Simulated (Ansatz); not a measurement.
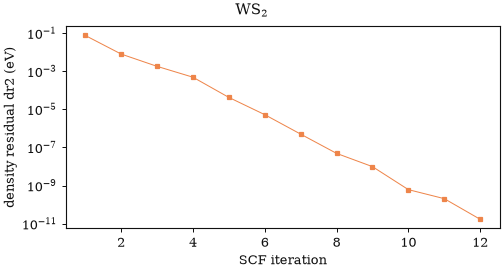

Convergence history. SCF iterations of a calculation: density residual dr2. WS₂ (P3m1, 9 atoms in the cell); DFT PBE, scalar-relativistic, plane waves, PAW (Ansatz); cutoff 420 eV, 12×12×1 k-mesh, Gaussian smearing of 0.02 eV. The starting density is a sum of atomic densities corrected by a trained network.

The run gave up at step 12 without converging. The residual is still falling at the last step (down to 1.7 × 10⁻¹¹). The residual starts near 0.08 and ends near 2 × 10⁻¹¹ eV.
